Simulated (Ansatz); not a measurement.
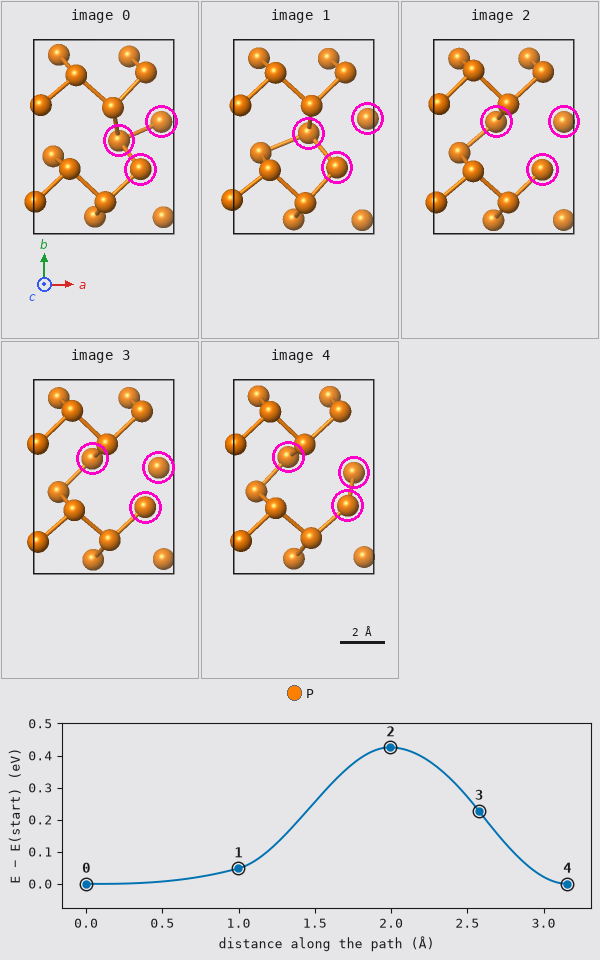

A nudged-elastic-band calculation for a defect cell of composition P with a P vacancy (15 atoms in the cell). Images are numbered from 0 (start) to 4 (end). A ball-and-stick model of the simulation cell (origin moved), seen along the c axis. The atoms that move most are ringed. Bonds to atoms that aren't drawn are left out.

Theory: DFT, PAW plane waves, PBE (Ansatz).

Input file:
```yaml
crystal:
  lattice:
    - [-6.68865, 0.0, -3.2e-07]
    - [0.0, -8.85084, 0.0]
    - [1.67216225, 0.0, 5.30444208]
  atoms:
    - { symbol: P, position: [0.04797313, 0.45405924, 0.19449666] }
    - { symbol: P, position: [0.29959365, 0.29607945, 0.19039083] }
    - { symbol: P, position: [0.45318948, 0.04110539, 0.80709973] }
    - { symbol: P, position: [0.2011496, 0.2074992, 0.80291435] }
    - { symbol: P, position: [0.04722721, 0.95318785, 0.19649997] }
    - { symbol: P, position: [0.29797712, 0.79511195, 0.19937257] }
    - { symbol: P, position: [0.44905035, 0.54234786, 0.80461464] }
    - { symbol: P, position: [0.19958979, 0.70505876, 0.80257541] }
    - { symbol: P, position: [0.55036001, 0.45374153, 0.19891141] }
    - { symbol: P, position: [0.79993275, 0.29879211, 0.20297729] }
    - { symbol: P, position: [0.94945121, 0.04435152, 0.80597444] }
    - { symbol: P, position: [0.54934179, 0.95318512, 0.19889851] }
    - { symbol: P, position: [0.79620632, 0.7968172, 0.19159358] }
    - { symbol: P, position: [0.95325987, 0.54934775, 0.80431841] }
    - { symbol: P, position: [0.69881926, 0.69989384, 0.79749752] }
kpoints:
  mp_grid: { grid: [2, 2, 3] }
magnetization:
  spin_polarized: false
scf:
  occupations: { method: fermi_dirac, width: 0.1 }
hamiltonian:
  pseudopotentials: { kind: paw }
  xc: pbe
basis:
  ecutwfc: 420
neb:
  images: 3
  relax_end_points: true
  climbing: true
  f_tol: 0.1
  max_iterations: 40
  order_check: false
  final_atoms:
    - { symbol: P, position: [0.04797313, 0.45405924, 0.19449666] }
    - { symbol: P, position: [0.29959365, 0.29607945, 0.19039083] }
    - { symbol: P, position: [0.45318948, 0.04110539, 0.80709973] }
    - { symbol: P, position: [0.2011496, 0.2074992, 0.80291435] }
    - { symbol: P, position: [0.04722721, 0.95318785, 0.19649997] }
    - { symbol: P, position: [0.29797712, 0.79511195, 0.19937257] }
    - { symbol: P, position: [0.44905035, 0.54234786, 0.80461464] }
    - { symbol: P, position: [0.19958979, 0.70505876, 0.80257541] }
    - { symbol: P, position: [0.55036001, 0.45374153, 0.19891141] }
    - { symbol: P, position: [0.79993275, 0.29879211, 0.20297729] }
    - { symbol: P, position: [0.70060361, 0.20575542, 0.80835822] }
    - { symbol: P, position: [0.54934179, 0.95318512, 0.19889851] }
    - { symbol: P, position: [0.79620632, 0.7968172, 0.19159358] }
    - { symbol: P, position: [0.95325987, 0.54934775, 0.80431841] }
    - { symbol: P, position: [0.69881926, 0.69989384, 0.79749752] }
```

Command:
```bash
ansatz run input.yaml --threads 4 --pin off --max-ram 8192MiB --backend cpu --events-out ev --progress --plain --runs-dir out
```

**Read off the barrier and say what moves.**

A P atom travels furthest, 1.77 Å from end to end, along [−2 1 −1], on a path that bends up to 0.17 Å away from the straight line. At the highest image its nearest neighbour (P) is 2.23 Å away, against 2.29 Å at the start, and the surrounding atoms stand up to 0.42 Å off the mean of their end positions. Breaking: 2 P–P (2.29–2.37 → 3.10–3.78 Å). Forming: 2 P–P (3.11–3.56 → 2.21–2.36 Å). The barrier is about 0.43 eV in both directions, with image 2 at the top; the ends have the same energy. The band converged in 10 iterations. The largest component of the band force went from 0.75 to 0.021 eV/Å. The climbing image converged on the top of the path. Its curvatures weren't checked. The force threshold of 0.1 eV/Å is loose, so the barrier is approximate.

Limits of the set-up: the k-point mesh is coarse for a cell with partly filled bands; the periodic images lie only 5.6 Å apart, so the values are limited by the cell's size.

The run took 2.4 min on 4 threads of Intel(R) Xeon(R) Platinum 8488C (Sapphire Rapids) (shared host), peak memory 1 GiB.
